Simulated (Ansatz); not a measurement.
The compound is PbS (space group Cmcm, No. 63), taken as the input geometry of an electronic-structure calculation (not necessarily at equilibrium).

Space group Cmcm (No. 63). a = 4.127 Å, b = 11.739 Å, c = 4.260 Å, α = 90.00°, β = 90.00°, γ = 90.00°

| atom | site | symmetry | x | y | z |
| --- | --- | --- | --- | --- | --- |
| Pb | 4c | m2m | 0.5000 | 0.6277 | 0.7500 |
| S | 4c | m2m | 0.5000 | 0.8563 | 0.7500 |

Describe how the polyhedra about Pb are linked (bonds: Pb–S below 3.3 Å).

Pb: PbS5 square pyramid, sharing edges with eight neighbours and corners with four neighbours.

They form layers of corner- and edge-sharing square pyramids parallel to (010).

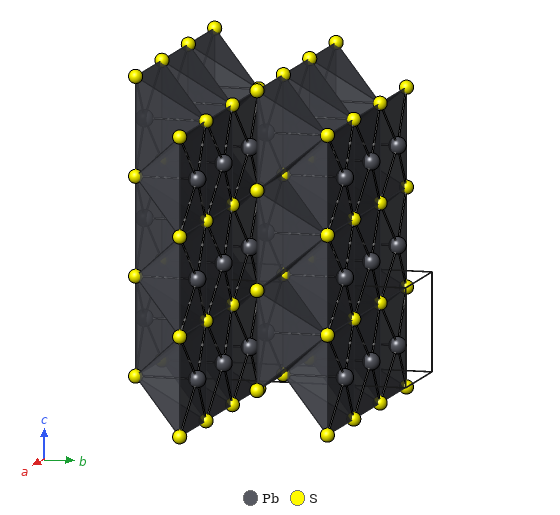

Polyhedra are drawn about Pb (bonds: Pb–S below 3.3 Å); other atoms are plain spheres.
